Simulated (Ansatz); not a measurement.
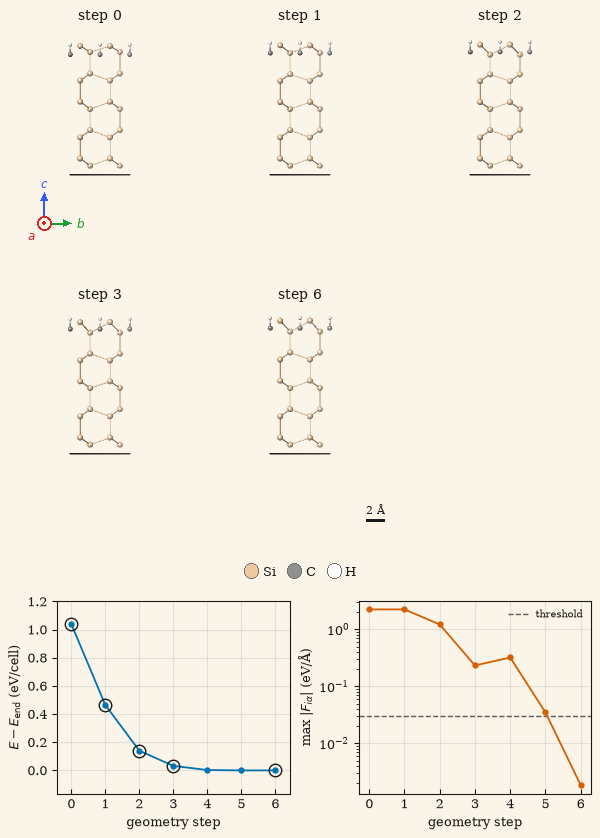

Frames of a constrained relaxation of a slab of composition Si$_{10}$HC (cut from the P6_3/mmc phase), marked on the history of the run. The picture is a ball-and-stick view of the 1 × 2 repeat of the cell, outlined in the plane, without the vacuum, seen along the a axis.

Case: CH put at a hollow Si-Si site. The slab is the (0 0 1) face of Si with CH on it. 5 atoms are held fixed.

Theory: DFT PBEsol, scalar-relativistic, plane waves, PAW (Ansatz).

Input file:
```yaml
crystal:
  lattice:
    - [3.8248883545, 0.0, 0.0]
    - [-1.9124441773, 3.3124504817, 0.0]
    - [0.0, 0.0, 33.545432599]
  atoms:
    - { symbol: Si, position: [0.3333333333, 0.6666666667, 0.2533876996] }
    - { symbol: Si, position: [0.6666666667, 0.3333333333, 0.2771414802] }
    - { symbol: Si, position: [0.6666666667, 0.3333333333, 0.3476524086] }
    - { symbol: Si, position: [0.3333333333, 0.6666666667, 0.371406189] }
    - { symbol: Si, position: [0.3333333333, 0.6666666667, 0.4419171174] }
    - { symbol: Si, position: [0.6666666667, 0.3333333333, 0.4657891345] }
    - { symbol: Si, position: [0.6666666667, 0.3333333333, 0.5364842437] }
    - { symbol: Si, position: [0.3333333333, 0.6666666667, 0.5597071144] }
    - { symbol: Si, position: [0.3333333333, 0.6666666667, 0.6312800744] }
    - { symbol: Si, position: [0.6666666667, 0.3333333333, 0.651191461] }
    - { symbol: C, position: [0.0, 0.0, 0.6225735561], spin: 1.0 }
    - { symbol: H, position: [0.0, 0.0, 0.6553649055] }
basis:
  ecutwfc: 420
kpoints:
  mp_grid: { grid: [9, 9, 1] }
hamiltonian:
  xc: pbesol
scf:
  occupations: { method: gaussian, width: 0.05 }
output:
  forces: true
  eigenvalues: true
  populations: true
  write_density: true
  write_potential: true
  elf: true
  volumetric_format: npy
magnetization:
  spin_polarized: true
relax:
  adjacent_minimum: "off"
  f_tol: 0.03
  max_steps: 70
  constraints: [{ sites: [0, 1, 2, 3, 4] }]
efield:
  axis: 3
  dipole_correction: true
  ramp_width: 0.04
```

Command:
```bash
ansatz run input.yaml --threads 1 --pin off --max-ram 2560MiB --backend cpu --events-out ev --progress --plain --runs-dir out
```

Describe the path.

After 6 geometry steps the energy has fallen by 1.040 eV per cell of the calculation. The largest force component goes from 2.2 to 0.0019 eV/Å. H12 moves most: 0.62 Å along the normal (+c). Largest moves by element: H 0.62 Å, C 0.60 Å, Si 0.47 Å. The cell stays as it was. Some distances before and after: Si9–Si10 2.307 → 2.516 Å, Si8–Si9 2.401 → 2.334 Å, C11–H12 1.100 → 1.130 Å. Bond angles that change, for instance: Si10–Si9–Si10 112.0° → 98.9°, Si8–Si9–Si10 106.8° → 118.6°. From step 0 to 1: H12 moves most (0.19 Å), energy −0.575 eV per cell of the calculation. From step 1 to 2: Si9 moves most (0.19 Å), energy −0.325 eV per cell of the calculation. From step 2 to 3: C and H atoms move most (0.20 Å), energy −0.108 eV per cell of the calculation. From step 3 to 6: Si10 moves most (0.17 Å), energy −32.1 meV per cell of the calculation.

Limits of the set-up: the periodic images lie only 3.8 Å apart, so the values are limited by the cell's size.
